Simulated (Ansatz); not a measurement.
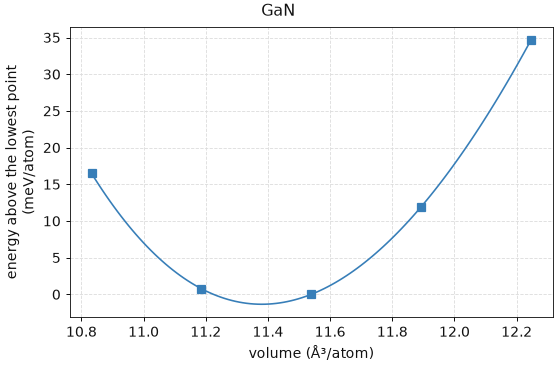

The picture above shows the energy above the lowest point against volume for GaN, space group F-43m (No. 216) (one of a set of cubic test structures, which need not be the stable phase).

Computed with Ansatz 0.2.0 development build: equation of state of a cubic crystal from periodic Kohn-Sham density functional theory without spin, third-order Birch-Murnaghan fit to the free energies; pressure corrected for the finite basis. Level: HSE06.

- structure type: zinc blende
- atoms in cell: 2
- space group number: 216
- lattice centring: face-centred primitive
- k mesh: 4×4×4
- occupation method: Fermi–Dirac
- occupation width: 0.05 eV
- wave cutoff: 700 eV
- datasets: hard PAW
- density tolerance: 0 eV
- bands: 17
- density cutoff ratio: 4
- search for lower states: default
- exchange singularity: regularized

From this curve and the settings, what does the calculation give for the pressure at the same points?

The pressure falls from 10.9 GPa at volume 10.83 Å³/atom to −12.5 GPa at 12.25 Å³/atom, and changes sign near 11.39 Å³/atom.

```tsv
volume (Å³/atom)	pressure (GPa)
10.83	10.9
11.19	3.5
11.54	-2.7
11.89	-8.0
12.25	-12.5
```

Note: cubic model structure, not the ambient form; modest k-mesh, values are not fully converged in k; pseudopotentials made with PBE, not this functional.
